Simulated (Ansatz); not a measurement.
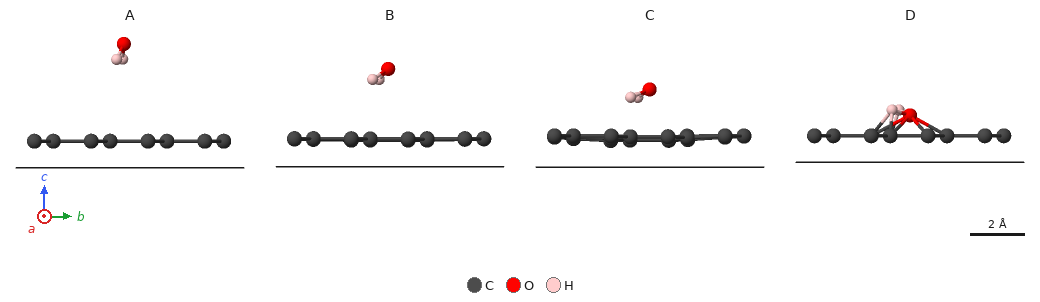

4 geometries from one relaxation of a slab of composition H2C32O, in shuffled order. A ball-and-stick model of the cell of the calculation, outlined in the plane, without the vacuum (origin shifted), seen along the a axis.

It is H2O on graphene monolayer, set down by a guess. The run prepares an end point of a later path (molecule hop) calculation, from a guessed geometry.

The calculation used DFT PBE, scalar-relativistic, plane waves, PAW (Ansatz 0.2.0). Settings: plane-wave cutoff 420 eV; k-point mesh 2 × 2 × 1; occupations fermi dirac; smearing width 0.05 eV; no spin polarisation; atoms relaxed in a fixed cell; force threshold 0.03 eV/Å; at most 60 steps.

Q: Order the frames from highest to lowest energy.

A: D, C, B, A. They are steps 0, 5, 9, 19, at +25.418 eV per cell of the calculation, +2.769 eV per cell of the calculation, +0.236 eV per cell of the calculation relative to the last. The energy falls by 25.418 eV per cell of the calculation in 18 accepted moves (19 points after the start). Largest force component: 25 eV/Å at the start, 0.024 eV/Å at the end. 1 step only repeated the SCF at the same geometry. The forces were under the threshold at step 14, but the run went on from there. The O atom moves most relative to the layer's centre: 2.69 Å along the normal (+c). Largest moves by element: O 2.69 Å, H 1.92 Å, C 0.20 Å. The cell stays as it was. Among the contacts that change: C–O 1.590 → 4.000 Å, C–O 1.584 → 3.961 Å, C–O 1.625 → 3.968 Å, C–O 1.613 → 3.889 Å. Bonds break, among them: C–H (1.09 → 3.15 Å), C–H (1.14 → 3.12 Å), C–O (1.58 → 3.96 Å), C–O (1.59 → 4.00 Å). The run took 2.8 min on 2 threads of AMD EPYC 7B13 (Zen 3), on a shared host, peak memory 1.8 GiB.
